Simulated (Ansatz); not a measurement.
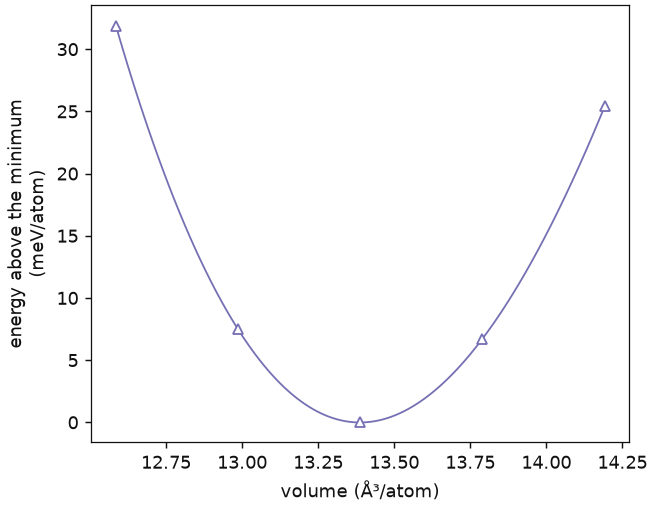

The plot gives the computed energy above the minimum against volume for Fe₂Pt, space group P-3m1 (No. 164) (cell built by us, not taken from a database).

Starting cell:
```cif
data_structure
_symmetry_space_group_name_H-M 'P 1'
_symmetry_Int_Tables_number 1
_cell_length_a 4.1853
_cell_length_b 4.1853
_cell_length_c 2.6475
_cell_angle_alpha 90.000
_cell_angle_beta 90.000
_cell_angle_gamma 120.000
_cell_volume 40.16
loop_
_atom_site_label
_atom_site_type_symbol
_atom_site_fract_x
_atom_site_fract_y
_atom_site_fract_z
_atom_site_occupancy
Fe1 Fe 0.33333 0.66667 0.88567 1
Fe2 Fe 0.66667 0.33333 0.11433 1
Pt1 Pt 0.00000 0.00000 0.50000 1
```

Computed with Ansatz 0.2.0: third-order Birch-Murnaghan fit to density functional energies at scaled volumes of the given relaxed cell, shape and atoms relaxed at each volume; energies count from the fitted minimum; plane waves with PAW datasets, Γ-centred k mesh. Level: PBE, collinear spin. The state reached is ferromagnetic.

- wave cutoff: 420 eV
- k mesh: 12×12×18
- occupations: Gaussian
- smearing width: 0.1 eV

From this curve and the settings, what does the calculation give for the pressure and largest moment at the same points?

The pressure falls from 13.25 GPa at volume 12.584 Å³/atom to −9.50 GPa at 14.191 Å³/atom, and changes sign near 13.39 Å³/atom. The largest moment rises from 2.63 μB at volume 12.584 Å³/atom to 2.85 μB at 14.191 Å³/atom.

```
volume (Å³/atom)  pressure (GPa)  largest moment (μB)
          12.584           13.25                 2.63
          12.986            6.21                 2.71
          13.388            0.04                 2.76
          13.789           -5.13                 2.81
          14.191           -9.50                 2.85
```
